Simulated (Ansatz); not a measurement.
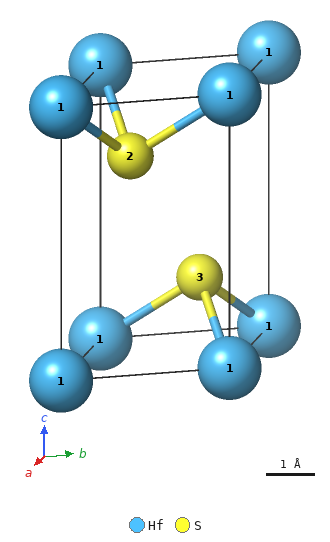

**Figure 1.** The starting structure (ball-and-stick view of the cell of the calculation, seen slightly off an axis; atoms are numbered from 1 in the order of the input). Near neighbours in the crystal (not all of them lie inside the picture): Hf has 6 S at 2.59 Å; S has 3 Hf at 2.59 Å.

Run report: HfS₂, geometry relaxation

System: HfS₂ (P-3m1, 3 atoms in the cell).
Method: DFT PBE+D3(BJ), scalar-relativistic, plane waves, PAW, no spin polarisation (Ansatz 0.2.0).

The structure derives from a Materials Project entry. It belongs to a series of runs on one base structure; here: equal strain along all axes, cell held, atoms relaxed: +3.0 %. Figures and captions count atoms from 1; the log counts them from 0 in places.

Input:
```yaml
crystal:
  lattice:
    - [3.7140387295, 0.0, 0.0]
    - [-1.8570193647, 3.2164518903, 0.0]
    - [0.0, 0.0, 5.9434993811]
  atoms:
    - { symbol: Hf, position: [0.0, 0.0, 0.0] }
    - { symbol: S, position: [0.6666666667, 0.3333333333, 0.7549261813] }
    - { symbol: S, position: [0.3333333333, 0.6666666667, 0.2450738187] }
basis:
  ecutwfc: 420
kpoints:
  mp_grid: { grid: [12, 12, 6] }
hamiltonian:
  xc: pbe
  dispersion: d3bj
scf:
  occupations: { method: gaussian, width: 0.02 }
output:
  forces: true
  stress: true
  eigenvalues: true
relax:
  adjacent_minimum: "off"
  f_tol: 0.008
  max_steps: 40
```

Launch command:
```bash
ansatz run input.yaml --threads 1 --pin off --max-ram 2560MiB --backend cpu --events-out ev --progress --plain --runs-dir out
```

Log:
```
Warning: output.stress: scf.convergence.dr2_threshold = 6.4e-8 eV (the default of a walk held to its f_tol) is looser than the 3e-10 eV advised for a printed stress (1e-10 eV for each atom of the cell: 3). What an SCF threshold leaves in a stress goes as its square root, and in the free energy as the threshold itself, and one threshold admits the most on a small cell: of the crystals measured, under no hybrid functional and no lock of the moments, on runs that ended without the residual-converged pass, on stresses that held no estimate of that error, the worst erred by over 100 MPa in a component at 1e-7 eV an atom and by under 5 at 1e-10. Every solve of this run answers to scf.convergence.dr2_threshold, and the tensor of one is reported: a single SCF on the reported geometry and on this run's grids (its basis.xc_grid and basis.ecutrho_ratio typed), with scf.convergence.dr2_threshold at 3e-10 eV or tighter, prints it and tightens no other solve. Else set scf.convergence.dr2_threshold to 3e-10 eV or tighter. The threshold is an SCF's pass mark: one that does not reach it within its budget of iterations ends unconverged, or closes short of it on a stop that the run arms, and scf.convergence.dr2_threshold's page says what that costs each kind of run
Engine: ansatz 0.2.0, x86_64-unknown-linux-gnu
Pseudopotentials: kind: paw
Pseudopotential: Hf, paw, valence charge 26, recommended cutoff 420 eV (normal), Hf.paw.azcp
Pseudopotential: S, paw, valence charge 6, recommended cutoff 420 eV (normal), S.paw.azcp
Functional definition: PBE
  parameter kappa = 0.804
  parameter beta = 0.06672455060314922
  exchange = pbe_x(kappa = kappa, mu = beta*pi^2/3)
  correlation = pbe_c(beta = beta)
Crystal: 3 atoms, lattice volume = 71.001 Å³
Basis set: ecut = 420 eV, 1387 PW (Γ), exchange–correlation on 50×50×80 points (8 copies of the dense FFT grid, shifted against one another)
Bands: 23, of which v1, the nominal top of the filled ones, is band 19 counted from 1 (18 counted from 0)
Symmetry: 12 space group operations
Space group: P-3m1 (ITA 164), of the structure as read, at distance tolerance 4.1e-5 Å
k-points: 100 of 864
Non-local potential: Hf, projectors of the file, l = 0: 3, l = 1: 2, l = 2: 2, l = 3: 3
Non-local potential: S, projectors of the file, l = 0: 2, l = 1: 2, l = 2: 2
PAW form: soft (Blöchl's): semilocal exchange-correlation on the pseudo side does not see the compensation charge
PAW one-centre angular grid: Hf, 590 points (default); XC on 64 Gauss nodes
PAW one-centre angular grid: S, 110 points (default); XC on 64 Gauss nodes
Initial density: superposition of atomic densities (neutral atoms: chi_scale 0, normalization atom), corrected by the library's trained network
Initial wavefunctions: pseudopotential atomic-orbital guess
Functional: x = pbe(κ = 0.804, μ = 0.2195149727645171), c = pbe(β = 0.06672455060314922)
SCF iter   1: F=—  HF=-17531.073591 eV  |F-HF|=—  |Δ(HF+E_count)|=         —  Δρ=1.46e-3  dr2=1.15e-3  ethr=1.77e-3  ⟨swp⟩=6.0  Hψ=9719  notcnv=0
preconditioner: auto → Resta (q_TF=auto, 2.458 Å⁻¹)  ε∞=5.3  [insulator: Δε(μ)=1.080 eV  Ē_g=11.623 eV  σ=0.020 eV  W_gap=1.00  n_scr=22 (ndim 8)  ℏωp=24.1 eV  f_vac=0.083  D(μ)=0.00/eV (n_scr^D=0)  ε∞_Penn≈5.3]
SCF iter   2: F=—  HF=-17531.073337 eV  |F-HF|=—  |Δ(HF+E_count)|=   2.54e-4  Δρ=8.07e-4  dr2=2.57e-4  ethr=3.03e-6  ⟨swp⟩=2.2  Hψ=5294  notcnv=0
SCF iter   3: F=—  HF=-17531.073588 eV  |F-HF|=—  |Δ(HF+E_count)|=   2.51e-4  Δρ=1.71e-4  dr2=1.58e-5  ethr=6.77e-7  ⟨swp⟩=2.0  Hψ=3904  notcnv=0
SCF iter   4: F=—  HF=-17531.073599 eV  |F-HF|=—  |Δ(HF+E_count)|=   1.07e-5  Δρ=9.47e-5  dr2=7.73e-6  ethr=4.15e-8  ⟨swp⟩=2.0  Hψ=4179  notcnv=0
iter 5 did not close the SCF: its close was put off for the readings that it lacked (scf_convergence_deferred on its scf_iter line)
SCF iter   5: F=-17531.073607 eV  HF=-17531.073605 eV  |F-HF|=2.60e-6  |Δ(HF+E_count)|=   5.83e-6  Δρ=3.96e-5  dr2=1.09e-6  ethr=2.03e-8  ⟨swp⟩=2.0  Hψ=3782  notcnv=0
SCF iter   6: F=-17531.073608 eV  HF=-17531.073607 eV  |F-HF|=4.55e-7  |Δ(HF+E_count)|=   2.55e-6  Δρ=1.54e-5  dr2=1.91e-7  ethr=2.86e-9  ⟨swp⟩=3.0  Hψ=8691  notcnv=0
SCF 1 converged in 6 iterations: F = -17531.073608 eV  dr2 = 1.91e-7
  greatest PAW one-centre occupation: 0.999 electrons in one spin orbital (limit 2), on the Hf atom at site 0 (counted from 0), in its partial waves of l = 0
relax step   1: F+E_penalty+E_count = -17531.07360765 eV  Δ(F+E_penalty+E_count) = +0.000e0 eV  max|allowed force component| = 4.843e-1 eV/Å  Δτ_max = 0.0000 Å  (6 SCF iters, dr2 threshold 1.60e-6 eV, accepted)
Initial density: handed on by an earlier stage of this run
Initial wavefunctions: those handed on with the density
iter 1 solved again at ethr=2.30e-5 eV; its pass at ethr=3.10e-3 eV (dr2=8.75e-3 eV) is discarded
SCF iter   1: F=—  HF=-17531.048785 eV  |F-HF|=—  |Δ(HF+E_count)|=         —  Δρ=3.64e-3  dr2=9.67e-3  ethr=2.30e-5  ⟨swp⟩=2.1  Hψ=9885  notcnv=0
preconditioner: auto → Resta (q_TF=auto, 2.458 Å⁻¹)  ε∞=5.3  [insulator: Δε(μ)=1.345 eV  Ē_g=11.699 eV  σ=0.020 eV  W_gap=1.00  n_scr=22 (ndim 8)  ℏωp=24.1 eV  f_vac=0.131  D(μ)=0.00/eV (n_scr^D=0)  ε∞_Penn≈5.3]
SCF iter   2: F=—  HF=-17531.047207 eV  |F-HF|=—  |Δ(HF+E_count)|=   1.58e-3  Δρ=2.07e-3  dr2=3.13e-3  ethr=2.30e-5  ⟨swp⟩=2.0  Hψ=2887  notcnv=0
SCF iter   3: F=—  HF=-17531.046914 eV  |F-HF|=—  |Δ(HF+E_count)|=   2.93e-4  Δρ=6.73e-4  dr2=4.27e-4  ethr=8.23e-6  ⟨swp⟩=2.0  Hψ=4033  notcnv=0
SCF iter   4: F=—  HF=-17531.046561 eV  |F-HF|=—  |Δ(HF+E_count)|=   3.52e-4  Δρ=2.75e-4  dr2=8.30e-5  ethr=1.12e-6  ⟨swp⟩=2.0  Hψ=4124  notcnv=0
SCF iter   5: F=-17531.046595 eV  HF=-17531.046595 eV  |F-HF|=2.88e-7  |Δ(HF+E_count)|=   3.33e-5  Δρ=9.19e-5  dr2=1.09e-5  ethr=3.86e-8  ⟨swp⟩=4.2  Hψ=11009  notcnv=0
SCF 2 converged in 5 iterations: F = -17531.046595 eV  dr2 = 1.09e-5
relax step   2: F+E_penalty+E_count = -17531.04659495 eV  Δ(F+E_penalty+E_count) = +2.701e-2 eV  max|allowed force component| = 7.484e-1 eV/Å  Δτ_max = 0.1085 Å  (5 SCF iters, dr2 threshold 1.47e-5 eV, rejected (line search))
SCF iter   1: F=—  HF=-17531.095433 eV  |F-HF|=—  |Δ(HF+E_count)|=         —  Δρ=2.06e-3  dr2=3.11e-3  ethr=8.18e-5  ⟨swp⟩=5.5  Hψ=7997  notcnv=0
preconditioner: auto → Resta (q_TF=auto, 2.458 Å⁻¹)  ε∞=5.3  [insulator: Δε(μ)=1.209 eV  Ē_g=11.656 eV  σ=0.020 eV  W_gap=1.00  n_scr=22 (ndim 8)  ℏωp=24.1 eV  f_vac=0.100  D(μ)=0.00/eV (n_scr^D=0)  ε∞_Penn≈5.3]
SCF iter   2: F=—  HF=-17531.094946 eV  |F-HF|=—  |Δ(HF+E_count)|=   4.86e-4  Δρ=1.16e-3  dr2=9.38e-4  ethr=8.19e-6  ⟨swp⟩=1.0  Hψ=3102  notcnv=0
SCF iter   3: F=—  HF=-17531.094871 eV  |F-HF|=—  |Δ(HF+E_count)|=   7.54e-5  Δρ=3.96e-4  dr2=1.50e-4  ethr=2.47e-6  ⟨swp⟩=2.0  Hψ=3781  notcnv=0
SCF iter   4: F=—  HF=-17531.094750 eV  |F-HF|=—  |Δ(HF+E_count)|=   1.21e-4  Δρ=1.50e-4  dr2=2.29e-5  ethr=3.95e-7  ⟨swp⟩=2.0  Hψ=4118  notcnv=0
SCF iter   5: F=—  HF=-17531.094706 eV  |F-HF|=—  |Δ(HF+E_count)|=   4.40e-5  Δρ=4.98e-5  dr2=3.03e-6  ethr=6.02e-8  ⟨swp⟩=2.2  Hψ=4093  notcnv=0
SCF iter   6: F=-17531.094707 eV  HF=-17531.094707 eV  |F-HF|=9.47e-8  |Δ(HF+E_count)|=   1.49e-6  Δρ=1.00e-5  dr2=7.96e-8  ethr=2.63e-10  ⟨swp⟩=3.8  Hψ=9626  notcnv=0
the search or the solves at the SCF's close seem to have found levels that the self-consistency loop had missed (the run counts 1). By its estimate they hold under 1e-12 electrons; where the run keeps them, the occupations were computed again with them
SCF 3 converged in 6 iterations: F = -17531.094707 eV  dr2 = 7.96e-8
relax step   3: F+E_penalty+E_count = -17531.09470735 eV  Δ(F+E_penalty+E_count) = -2.110e-2 eV  max|allowed force component| = 3.827e-2 eV/Å  Δτ_max = 0.0470 Å  (6 SCF iters, dr2 threshold 1.00e-7 eV, accepted)
SCF iter   1: F=—  HF=-17531.094889 eV  |F-HF|=—  |Δ(HF+E_count)|=         —  Δρ=1.11e-4  dr2=9.46e-6  ethr=2.36e-7  ⟨swp⟩=3.0  Hψ=6765  notcnv=0
preconditioner: auto → Resta (q_TF=auto, 2.458 Å⁻¹)  ε∞=5.3  [insulator: Δε(μ)=1.196 eV  Ē_g=11.654 eV  σ=0.020 eV  W_gap=1.00  n_scr=22 (ndim 8)  ℏωp=24.1 eV  f_vac=0.100  D(μ)=0.00/eV (n_scr^D=0)  ε∞_Penn≈5.3]
SCF iter   2: F=—  HF=-17531.094837 eV  |F-HF|=—  |Δ(HF+E_count)|=   5.15e-5  Δρ=6.37e-5  dr2=3.26e-6  ethr=2.49e-8  ⟨swp⟩=1.0  Hψ=3100  notcnv=0
SCF iter   3: F=—  HF=-17531.094837 eV  |F-HF|=—  |Δ(HF+E_count)|=   3.94e-7  Δρ=1.61e-5  dr2=2.65e-7  ethr=8.59e-9  ⟨swp⟩=3.0  Hψ=4261  notcnv=0
SCF iter   4: F=-17531.094837 eV  HF=-17531.094837 eV  |F-HF|=4.85e-8  |Δ(HF+E_count)|=   2.03e-8  Δρ=8.71e-6  dr2=8.04e-8  ethr=2.41e-10  ⟨swp⟩=4.7  Hψ=8594  notcnv=0
SCF 4 converged in 4 iterations: F = -17531.094837 eV  dr2 = 8.04e-8
relax step   4: F+E_penalty+E_count = -17531.09483699 eV  Δ(F+E_penalty+E_count) = -1.296e-4 eV  max|allowed force component| = 9.515e-4 eV/Å  Δτ_max = 0.0033 Å  (4 SCF iters, dr2 threshold 9.15e-8 eV, accepted)
iter 1 solved again at ethr=2.08e-10 eV; its pass at ethr=3.10e-3 eV (dr2=7.92e-8 eV) is discarded
SCF iter   1: F=—  HF=-17531.094887 eV  |F-HF|=—  |Δ(HF+E_count)|=         —  Δρ=8.66e-6  dr2=7.92e-8  ethr=2.08e-10  ⟨swp⟩=1.0  Hψ=7000  notcnv=0
SCF iter   2: F=-17531.094837 eV  HF=-17531.094837 eV  |F-HF|=9.88e-9  |Δ(HF+E_count)|=   5.02e-5  Δρ=5.02e-6  dr2=2.73e-8  ethr=1.68e-10  ⟨swp⟩=3.0  Hψ=9490  notcnv=0
SCF 5 converged in 2 iterations: F = -17531.094837 eV  dr2 = 2.73e-8
relax step   5: F+E_penalty+E_count = -17531.09483704 eV  Δ(F+E_penalty+E_count) = -5.302e-8 eV  max|allowed force component| = 9.848e-4 eV/Å  Δτ_max = 0.0000 Å  (2 SCF iters, accepted)
```

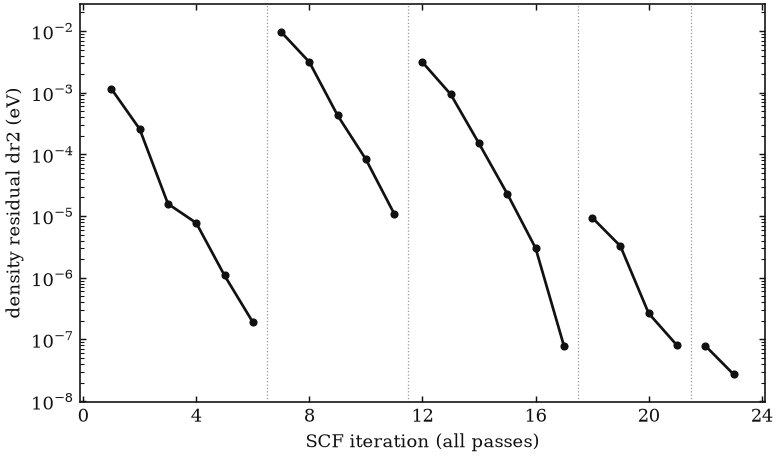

**Figure 2.** Convergence of the self-consistent field: density residual dr2 against the SCF iteration. The dotted lines part the SCF passes of the relaxation: geometry steps, rejected trials and re-solves on a re-selected basis. The 5 passes take 2 to 6 iterations each, 23 in all.

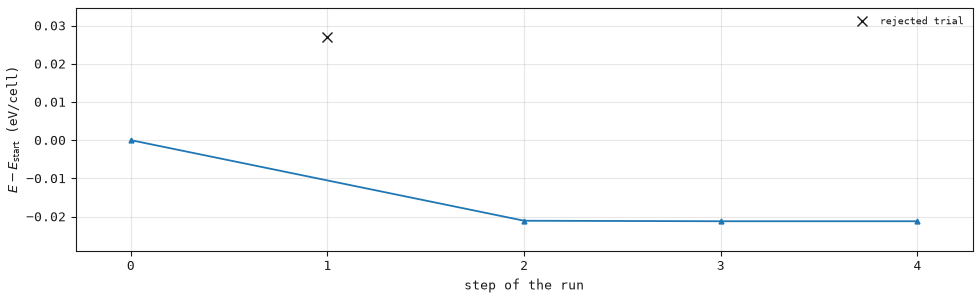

**Figure 3.** Progress of the relaxation, step by step (the first geometry is step 0 here and step 1 in the log).

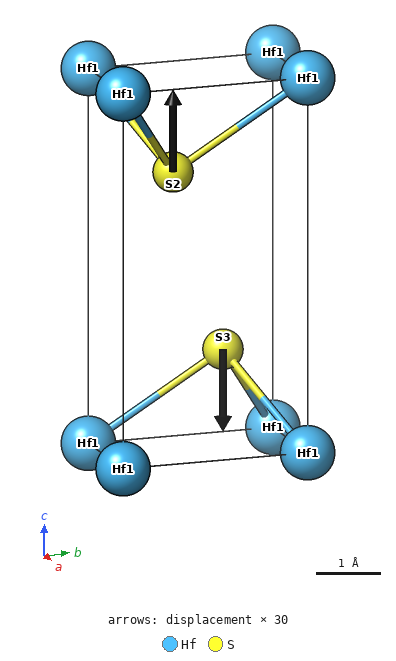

**Figure 4.** The starting structure with the displacements as black arrows, magnified 30 times (ball-and-stick view of the cell of the calculation, seen at an oblique angle). The largest moves, 0.044 Å, are those of S2 and S3. Hf stays in place. The cell stays as it was. Among the contacts that change: Hf1–S2 2.592 → 2.568 Å. The space group stays P-3m1 (No. 164). After 4 geometry steps the energy has fallen by 21.2 meV per cell of the calculation. The largest force component goes from 0.48 to 0.00098 eV/Å. The line search rejected the trial step at point 1 (counted from 0) and went back. (Atoms are counted from 1 in the order of the input.)

```
SCF converged after 2 iterations
Free energy (F): -17531.094837 eV
Harris-Foulkes:  -17531.094837 eV  (|F-HF|=9.88e-9)
Internal energy: -17531.094837 eV  (E = F + TS)
E sigma→0 (E₀):  -17531.094837 eV
Fermi energy:    8.857851 eV
--- Per-component energies (eV) ---
  E_band       = -242.362746
  E_kinetic    = 632.092783
  E_local      = -8350.097275  (includes V_loc(G=0)·N_el)
  E_nonlocal   = -1187.173959
  E_hartree    = 3843.169515
  E_xc         = -493.271918
  E_vxc        = -439.678173  (∫ρ·V_xc dr)
  E_paw        = -8126.938772  (= ΣΔE_a)
  E_vpaw       = 1416.155194  (= ΣTr[D̂ρ^β])
  E_aug_tail   = 0.000002  (compensation charges beyond the density's cutoff)
  E_ewald      = -3847.949249
  E_disp       = -0.925965  (pairwise vdW)
  E_smearing   = -0.000000  (= −TS)
  E_closure    = 0.000000  (closes the sum)
  Σ components = -17531.094837   (vs F -17531.094837, Δ=0.00e0)
--- Forces (eV/Å), atoms counted from 1 ---
  atom   1  Hf    -0.00000000    -0.00000000     0.00000000
  atom   2  S     -0.00000000    -0.00000000    -0.00098482
  atom   3  S      0.00000000     0.00000000     0.00098482
  max |Σ_I F_I| component: 1.85e-17 eV/Å
--- Stress (GPa, compression-positive) ---
       -4.538813       0.000000      -0.000000
       -0.000000      -4.538813      -0.000000
       -0.000000      -0.000000      -1.137862
  P = ⅓ Tr σ = -3.4052 GPa (-34.052 kbar)
--- Band table (eV; the first three rows and the last of 100) ---
  k-point 0: bands = ["-53.9482", "-22.6144", "-22.5073", "-22.5073", "-4.7124", "-4.0233", "-3.9127", "-3.8920", "-3.8920", "-3.8886", "-3.8886", "-3.8703", "-2.9388", "3.7685", "5.3587", "5.3587", "8.0359", "8.0359", "8.2409", "10.1208", "10.1208", "10.8865", "13.5071"]
  k-point 1: bands = ["-53.9482", "-22.6145", "-22.5073", "-22.5073", "-4.6735", "-4.0289", "-3.9127", "-3.8920", "-3.8920", "-3.8886", "-3.8886", "-3.8703", "-3.0049", "3.9543", "5.3667", "5.3667", "7.8576", "8.0088", "8.0088", "10.1116", "10.1116", "10.9444", "13.7003"]
  k-point 2: bands = ["-53.9482", "-22.6145", "-22.5073", "-22.5073", "-4.5841", "-4.0454", "-3.9127", "-3.8920", "-3.8920", "-3.8886", "-3.8886", "-3.8703", "-3.1411", "4.4135", "5.3830", "5.3830", "7.0927", "7.9554", "7.9554", "10.0929", "10.0929", "11.0024", "13.8814"]
  k-point 99: bands = ["-53.9431", "-22.6121", "-22.6121", "-22.5820", "-3.9499", "-3.9499", "-3.9054", "-3.8959", "-3.8959", "-3.8913", "-3.8748", "-3.1933", "-3.1933", "4.5227", "4.6353", "4.6353", "6.1643", "6.5239", "6.5239", "10.7942", "11.5415", "11.5415", "14.2014"]
--- Relaxed structure (5 steps of the walk, 4 accepted, 0 SCFs on fresh bases) ---
  F+E_penalty+E_count = -17531.09483704 eV   max|allowed force component| = 9.848e-4 eV/Å
  atoms:
    - { symbol: Hf, position: [6.461335224770072e-35, 4.9897889824517106e-36, 0.0] }
    - { symbol: S, position: [0.6666666666666667, 0.3333333333333333, 0.7622773347257101] }
    - { symbol: S, position: [0.33333333333333337, 0.6666666666666667, 0.23772266527429006] }
```

Trajectory as extended XYZ (Å, eV, eV/Å), 5 frames, from step=1 to step=5:
```
3
Lattice="3.7140 0.0000 0.0000 -1.8570 3.2165 0.0000 0.0000 0.0000 5.9435" Properties=species:S:1:pos:R:3:forces:R:3 step=1 energy=-17531.07361
Hf    0.0000    0.0000    0.0000    0.0000   0.0000   0.0000
S     1.8570    1.0722    4.4869    0.0000   0.0000   0.4843
S     0.0000    2.1443    1.4566    0.0000   0.0000  -0.4843
3
Lattice="3.7140 0.0000 0.0000 -1.8570 3.2165 0.0000 0.0000 0.0000 5.9435" Properties=species:S:1:pos:R:3:forces:R:3 step=2 energy=-17531.04659 accepted=F
Hf    0.0000    0.0000    0.0000    0.0000   0.0000   0.0000
S     1.8570    1.0722    4.5954    0.0000   0.0000  -0.7484
S     0.0000    2.1443    1.3481    0.0000   0.0000   0.7484
3
Lattice="3.7140 0.0000 0.0000 -1.8570 3.2165 0.0000 0.0000 0.0000 5.9435" Properties=species:S:1:pos:R:3:forces:R:3 step=3 energy=-17531.09471
Hf    0.0000    0.0000    0.0000    0.0000   0.0000   0.0000
S     1.8570    1.0722    4.5339    0.0000   0.0000  -0.0383
S     0.0000    2.1443    1.4096    0.0000   0.0000   0.0383
3
Lattice="3.7140 0.0000 0.0000 -1.8570 3.2165 0.0000 0.0000 0.0000 5.9435" Properties=species:S:1:pos:R:3:forces:R:3 step=4 energy=-17531.09484
Hf    0.0000    0.0000    0.0000    0.0000   0.0000   0.0000
S     1.8570    1.0722    4.5306    0.0000   0.0000  -0.0010
S     0.0000    2.1443    1.4129    0.0000   0.0000   0.0010
3
Lattice="3.7140 0.0000 0.0000 -1.8570 3.2165 0.0000 0.0000 0.0000 5.9435" Properties=species:S:1:pos:R:3:forces:R:3 step=5 energy=-17531.09484
Hf    0.0000    0.0000    0.0000    0.0000   0.0000   0.0000
S     1.8570    1.0722    4.5306    0.0000   0.0000  -0.0010
S     0.0000    2.1443    1.4129    0.0000   0.0000   0.0010
```

Key numbers:

| quantity | value |
| --- | --- |
| outcome | converged |
| space group (tolerance 0.01 Å) | P-3m1 (164) |
| electrons treated | 38 |
| free energy | −17531.0948 eV |
| Fermi energy | 8.858 eV |
| gap on the k-point mesh | 1.20 eV |
| pressure | −3.41 GPa |
| final volume | 71.00 Å³ |
| largest force (length of the vector) at the end | 0.001 eV/Å |
| final cell | a = 3.714 Å, b = 3.714 Å, c = 5.943 Å, α = 90.00°, β = 90.00°, γ = 120.00° |
| hardware | 1 thread of AMD EPYC (Zen 5), 32 GiB of memory available, shared host |
| wall time | 11 s |
| peak memory | 0.5 GiB |

The program warns: the SCF threshold is looser than advised for the printed stress. Spin–orbit coupling is left out, which matters for Hf.
